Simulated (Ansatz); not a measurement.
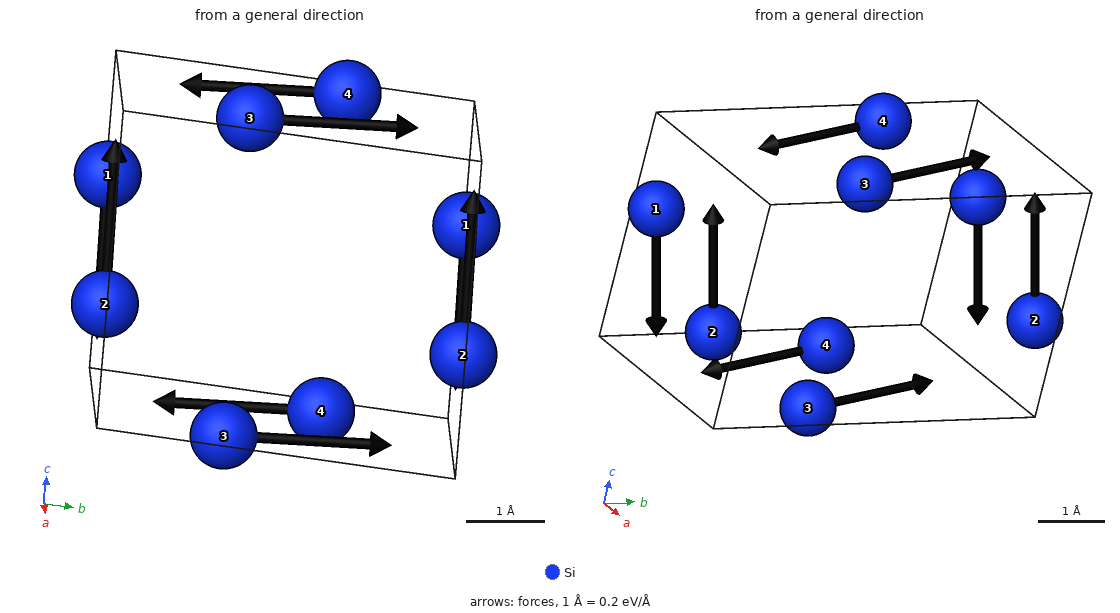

We look at a spheres-only model of the crystal from two general directions. The cell (the run's own, in a reduced setting) is outlined; an atom on or near a face, edge or corner is repeated at each equivalent position. The arrows are the computed forces on the atoms.

System: Si. Method used: Ansatz, DFT r2SCAN, scalar-relativistic, plane waves, PAW. It ran with a cutoff energy of 500 eV, k-points about 0.19 Å⁻¹ apart, Gaussian smearing of 0.03 eV, no spin polarisation.

Would an optimiser stop at this geometry?

No. The atoms still feel forces of up to about 0.35 eV/Å, far above a usual threshold of 0.01 to 0.03 eV/Å.

On which atom is the force largest?

All Si atoms, about 0.35 eV/Å.

Provenance: a structure listed in the Materials Project. The cell was then strained or its atoms displaced on purpose. An electronic-structure calculation with Ansatz was run on it.
